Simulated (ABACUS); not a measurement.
## Band-structure run, with input and output: MgO (part 2 of 2)

MgO (Fm-3m, 2 atoms in the cell); Kohn-Sham DFT of a periodic cell, revPBE, GBRV ultrasoft 1.5 PBE, no spin polarisation (ABACUS 3.10.1); cutoff 544.23 eV, 9×9×9 k-mesh, fermi-dirac of 0.05 eV. The structure derives from a Materials Project entry.

Geometry of the input (Å; fractional positions):
```
0.0000  2.0970  2.0970
2.0970  0.0000  2.0970
2.0970  2.0970  0.0000
Mg 0.0000  0.0000  0.0000
O  0.5000  0.5000  0.5000
```

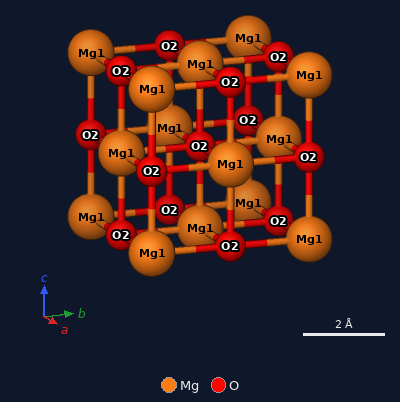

Figure 1. The structure (ball-and-stick view of the cell 4 times as large as that of the calculation, set on its symmetry axes, seen slightly off an axis; atoms are numbered from 1 in the order of the input).

Output, continued:
```
----------- Double Check Mixing Parameters End ------------

 LATTICE VECTORS: (CARTESIAN COORDINATE: IN UNIT OF A0)
                   +0              +2.097              +2.097
               +2.097                  +0              +2.097
               +2.097              +2.097                  +0
                       right hand lattice = 1
                                   NORM_A = 2.96561
                                   NORM_B = 2.96561
                                   NORM_C = 2.96561
                           ALPHA (DEGREE) = 60
                           BETA  (DEGREE) = 60
                           GAMMA (DEGREE) = 60

 The lattice vectors have been changed (STRU_SIMPLE.cif)

(for optimal symmetric configuration:)
                             BRAVAIS TYPE = 3
                     BRAVAIS LATTICE NAME = 03. Cubic F (face-centered)
                                    ibrav = 3
                                    IBRAV = 3
                                  BRAVAIS = FACE CENTERED CUBIC
                       LATTICE CONSTANT A = 4.194
Original cell was already a primitive cell.
                        ROTATION MATRICES = 48
              PURE POINT GROUP OPERATIONS = 48
                   SPACE GROUP OPERATIONS = 48
                              POINT GROUP = O_h
               POINT GROUP IN SPACE GROUP = O_h

 SETUP K-POINTS
                                    nspin = 1
                   Input type of k points = Monkhorst-Pack(Gamma)
                                   nkstot = 729
                       right hand lattice = 1
(for reciprocal lattice: )
                             BRAVAIS TYPE = 2
                     BRAVAIS LATTICE NAME = 02. Cubic I (body-centered)
                                    ibrav = 2
                       right hand lattice = 1
(for k-lattice: )
                             BRAVAIS TYPE = 2
                     BRAVAIS LATTICE NAME = 02. Cubic I (body-centered)
                                    ibrav = 2
                       right hand lattice = 1
                        ROTATION MATRICES = 48
                               nkstot_ibz = 35
K-POINTS REDUCTION ACCORDING TO SYMMETRY
     IBZ    DIRECT_X    DIRECT_Y    DIRECT_Z  WEIGHT  ibz2bz
       1  0.00000000  0.00000000  0.00000000  0.0014       0
       2  0.11111111  0.11111111  0.11111111  0.0110       1
       3  0.22222222  0.22222222  0.22222222  0.0110       2
       4  0.33333333  0.33333333  0.33333333  0.0110       3
       5  0.44444444  0.44444444  0.44444444  0.0110       4
       6  0.11111111  0.11111111  0.00000000  0.0082      10
       7  0.22222222  0.22222222  0.11111111  0.0329      11
       8  0.33333333  0.33333333  0.22222222  0.0329      12
       9  0.44444444  0.44444444  0.33333333  0.0329      13
      10 -0.44444444  0.44444444  0.44444444  0.0329      14
      11  0.44444444  0.33333333  0.33333333  0.0329      15
      12  0.22222222  0.22222222  0.33333333  0.0329      16
      13  0.22222222  0.11111111  0.11111111  0.0165      17
      14  0.22222222  0.22222222  0.00000000  0.0082      20
      15  0.33333333  0.11111111  0.33333333  0.0329      21
      16  0.44444444  0.44444444  0.22222222  0.0329      22
      17 -0.33333333  0.44444444  0.44444444  0.0329      23
      18 -0.44444444  0.33333333  0.33333333  0.0329      24
      19  0.44444444  0.22222222  0.22222222  0.0165      25
      20  0.33333333  0.33333333  0.00000000  0.0082      30
      21  0.44444444  0.44444444  0.11111111  0.0329      31
      22 -0.22222222  0.44444444  0.44444444  0.0329      32
      23 -0.33333333  0.33333333  0.33333333  0.0165      33
      24  0.44444444  0.44444444  0.00000000  0.0082      40
      25 -0.11111111  0.44444444  0.44444444  0.0165      41
      26  0.33333333  0.11111111  0.22222222  0.0329     102
      27  0.44444444  0.33333333  0.22222222  0.0658     103
      28 -0.44444444  0.44444444  0.33333333  0.0658     104
      29  0.44444444  0.33333333  0.11111111  0.0329     112
      30 -0.44444444  0.44444444  0.22222222  0.0658     113
[... 5 further k points ...]

                               nkstot now = 35
[... K-POINTS DIRECT COORDINATES: 35 rows ...]

           k-point number in this process = 9
       minimum distributed K point number = 8
[... stars of the k points ...]

[... K-POINTS CARTESIAN COORDINATES: 9 rows ...]

[... K-POINTS DIRECT COORDINATES: 9 rows ...]

 SETUP PLANE WAVES FOR WAVE FUNCTIONS
     energy cutoff for wavefunc (unit:Ry) = 40
              fft grid for wave functions = [ 24, 24, 24 ]
                    number of plane waves = 725
                         number of sticks = 109

 PARALLEL PW FOR WAVE FUNCTIONS
     PROC   COLUMNS(POT)             PW
        1            109            725
 --------------- sum -------------------
        1            109            725

 SETUP NONLOCAL PSEUDOPOTENTIALS IN PLANE WAVE BASIS
 Mg non-local projectors:
 projector 1 L=0
 projector 2 L=0
 projector 3 L=0
 projector 4 L=1
 projector 5 L=1
 projector 6 L=2
 projector 7 L=2
 O non-local projectors:
 projector 1 L=0
 projector 2 L=0
 projector 3 L=1
 projector 4 L=1
 projector 5 L=2
      TOTAL NUMBER OF NONLOCAL PROJECTORS = 32

 Init Non-Local PseudoPotential table :
 Init Non-Local-Pseudopotential done.

                                     npwx = 540

 Make real space PAO into reciprocal space.
       max mesh points in Pseudopotential = 713
     dq(describe PAO in reciprocal space) = 0.01
                                    max q = 763

 number of pseudo atomic orbitals for Mg is 3
WARNING: norm of atomic wavefunction # 3 of atomic type Mg is 0.999933, renormalized

 number of pseudo atomic orbitals for O is 2

 -------------------------------------------
 SELF-CONSISTENT
 -------------------------------------------
                                 init_chg = atomic

 PW ALGORITHM --------------- ION=   1  ELEC=   1--------------------------------

 Density error is 0.391822224692
                          Error Threshold = 0.01
----------------------------------------------------------
     Energy           Rydberg                 eV
----------------------------------------------------------
 E_KohnSham     -157.8083647057      -2147.0929520595
 E_Harris       -159.1993630627      -2166.0184556240
 E_Fermi        0.6349957671         8.6395606383
----------------------------------------------------------

 PW ALGORITHM --------------- ION=   1  ELEC=   2--------------------------------

 Density error is 0.210273329556
                          Error Threshold = 0.00244888890432
----------------------------------------------------------
     Energy           Rydberg                 eV
----------------------------------------------------------
 E_KohnSham     -157.9139063332      -2148.5289195704
 E_Harris       -159.2094995222      -2166.1563692299
 E_Fermi        0.8936347590         12.1585246532
----------------------------------------------------------

 PW ALGORITHM --------------- ION=   1  ELEC=   3--------------------------------

 Density error is 0.00294567728724
                          Error Threshold = 0.00131420830972
----------------------------------------------------------
     Energy           Rydberg                 eV
----------------------------------------------------------
 E_KohnSham     -157.9544773295      -2149.0809162935
 E_Harris       -157.9914274329      -2149.5836482405
 E_Fermi        0.7838227041         10.6644549978
----------------------------------------------------------

 PW ALGORITHM --------------- ION=   1  ELEC=   4--------------------------------

 Density error is 8.0294490002e-05
                          Error Threshold = 1.84104830452e-05
----------------------------------------------------------
     Energy           Rydberg                 eV
----------------------------------------------------------
 E_KohnSham     -157.9547585013      -2149.0847418314
 E_Harris       -157.9906482915      -2149.5730474778
 E_Fermi        0.7812657736         10.6296661734
----------------------------------------------------------

 PW ALGORITHM --------------- ION=   1  ELEC=   5--------------------------------

 Density error is 8.11109169298e-07
                          Error Threshold = 5.01840562513e-07
----------------------------------------------------------
     Energy           Rydberg                 eV
----------------------------------------------------------
 E_KohnSham     -157.9547668925      -2149.0848560000
 E_Harris       -157.9538447465      -2149.0723095598
 E_Fermi        0.7807042947         10.6220268610
----------------------------------------------------------

 PW ALGORITHM --------------- ION=   1  ELEC=   6--------------------------------

 Density error is 4.30759687742e-08
                          Error Threshold = 5.06943230811e-09
----------------------------------------------------------
     Energy           Rydberg                 eV
----------------------------------------------------------
 E_KohnSham     -157.9547671731      -2149.0848598177
 E_Harris       -157.9550546044      -2149.0887705204
 E_Fermi        0.7809208577         10.6249733523
----------------------------------------------------------

 PW ALGORITHM --------------- ION=   1  ELEC=   7--------------------------------

 Density error is 1.13717738485e-08
                          Error Threshold = 2.69224804839e-10
----------------------------------------------------------
     Energy           Rydberg                 eV
----------------------------------------------------------
 E_KohnSham     -157.9547671842      -2149.0848599681
 E_Harris       -157.9542724346      -2149.0781285548
 E_Fermi        0.7808843898         10.6244771800
----------------------------------------------------------

 PW ALGORITHM --------------- ION=   1  ELEC=   8--------------------------------

 Density error is 3.33816956361e-11
                          Error Threshold = 7.10735865532e-11
----------------------------------------------------------
     Energy           Rydberg                 eV
----------------------------------------------------------
 E_KohnSham     -157.9547671860      -2149.0848599934
 E_KS(sigma->0) -157.9547671860      -2149.0848599934
 E_Harris       -157.9547407875      -2149.0845008224
 E_band         -21.5991651998       -293.8717187611
 E_one_elec     -86.3656009477       -1175.0642840829
 E_Hartree      48.2058726942        655.8745457033
 E_xc           -24.6202734063       -334.9760046432
 E_Ewald        -95.1747655262       -1294.9191169707
 E_entropy(-TS) 0.0000000000         0.0000000000
 E_descf        0.0000000000         0.0000000000
 E_exx          0.0000000000         0.0000000000
 E_Fermi        0.7809076937         10.6247942466
----------------------------------------------------------

 charge density convergence is achieved
 final etot is -2149.08486 eV
 EFERMI = 10.624794247 eV

 STATE ENERGY(eV) AND OCCUPATIONS    NSPIN == 1
 1/9 kpoint (Cartesian) = 0.0000 0.0000 0.0000 (531 pws)
       1       -64.2604     0.00274348
       2       -30.9877     0.00274348
       3       -30.9877     0.00274348
       4       -30.9877     0.00274348
       5       -9.19815     0.00274348
       6        8.07965     0.00274348
       7        8.07965     0.00274348
       8        8.07965     0.00274348
       9        13.1022    8.31963e-25
      10        24.1087        0.00000
      11        24.1087        0.00000
      12        24.1087        0.00000
      13        27.9600        0.00000
      14        29.8487        0.00000
      15        29.8487        0.00000
      16        32.9799        0.00000
      17        32.9799        0.00000
      18        32.9799        0.00000

 2/9 kpoint (Cartesian) = 0.026493 0.026493 0.026493 (534 pws)
       1       -64.2593      0.0219479
       2       -30.9982      0.0219479
       3       -30.9887      0.0219479
       4       -30.9887      0.0219479
       5       -9.06229      0.0219479
       6        7.31255      0.0219479
       7        7.99634      0.0219479
       8        7.99634      0.0219479
       9        13.8377    2.71695e-30
      10        22.6437        0.00000
      11        24.4057        0.00000
      12        24.4057        0.00000
      13        29.0763        0.00000
      14        29.0763        0.00000
      15        29.9300        0.00000
      16        32.9805        0.00000
      17        34.2789        0.00000
      18        34.2789        0.00000

 3/9 kpoint (Cartesian) = 0.052986 0.052986 0.052986 (531 pws)
       1       -64.2566      0.0219479
       2       -31.0247      0.0219479
       3       -30.9913      0.0219479
       4       -30.9913      0.0219479
       5       -8.69766      0.0219479
       6        5.81744      0.0219479
       7        7.79332      0.0219479
       8        7.79332      0.0219479
       9        15.1483    1.12400e-41
      10        21.0862        0.00000
      11        24.9453        0.00000
      12        24.9453        0.00000
      13        28.4884        0.00000
      14        28.4884        0.00000
      15        30.7039        0.00000
      16        35.3601        0.00000
      17        36.5524        0.00000
      18        36.5524        0.00000

 4/9 kpoint (Cartesian) = 0.079479 0.079479 0.079479 (528 pws)
       1       -64.2536      0.0219479
       2       -31.0546      0.0219479
       3       -30.9943      0.0219479
       4       -30.9943      0.0219479
       5       -8.23878      0.0219479
       6        4.41987      0.0219479
       7        7.57469      0.0219479
       8        7.57469      0.0219479
       9        15.9916    5.32104e-49
      10        20.6310        0.00000
      11        24.9735        0.00000
      12        24.9735        0.00000
      13        29.3071        0.00000
      14        29.3071        0.00000
      15        29.9713        0.00000
      16        37.6731        0.00000
      17        38.5403        0.00000
      18        38.5403        0.00000

 5/9 kpoint (Cartesian) = 0.10597 0.10597 0.10597 (535 pws)
       1       -64.2516      0.0219479
       2       -31.0739      0.0219479
       3       -30.9962      0.0219479
       4       -30.9962      0.0219479
       5       -7.90617      0.0219479
       6        3.57646      0.0219479
       7        7.43821      0.0219479
       8        7.43821      0.0219479
       9        16.1892    1.02216e-50
      10        20.8888        0.00000
      11        24.7640        0.00000
      12        24.7640        0.00000
      13        29.4699        0.00000
      14        30.6589        0.00000
      15        30.6589        0.00000
      16        37.1588        0.00000
      17        39.3039        0.00000
      18        39.3039        0.00000

 6/9 kpoint (Cartesian) = 0.0000 0.0000 0.052986 (532 pws)
       1       -64.2590      0.0164609
       2       -30.9975      0.0164609
       3       -30.9912      0.0164609
       4       -30.9912      0.0164609
       5       -9.01909      0.0164609
       6        7.23989      0.0164609
       7        7.89322      0.0164609
       8        7.89322      0.0164609
       9        14.0772    1.69472e-32
      10        22.2009        0.00000
      11        24.5404        0.00000
      12        24.5404        0.00000
      13        27.6839        0.00000
      14        30.2299        0.00000
      15        30.7067        0.00000
      16        33.5596        0.00000
      17        33.5596        0.00000
      18        34.7479        0.00000

[... levels at 3 further k points ...]

------------------------------------------------------------------------------------------
 TOTAL-FORCE (eV/Angstrom)
------------------------------------------------------------------------------------------
                       Mg1         0.0000000000         0.0000000000         0.0000000000
                        O1         0.0000000000         0.0000000000         0.0000000000
------------------------------------------------------------------------------------------

----------------------------------------------------------------
 TOTAL-STRESS (KBAR)
----------------------------------------------------------------
       106.9403183318         0.0000000000         0.0000000000
        -0.0000000000       106.9403183318        -0.0000000000
        -0.0000000000         0.0000000000       106.9403183318
----------------------------------------------------------------
 TOTAL-PRESSURE: 106.940318 KBAR

 --------------------------------------------
 !FINAL_ETOT_IS -2149.0848599933951846 eV
 --------------------------------------------
```
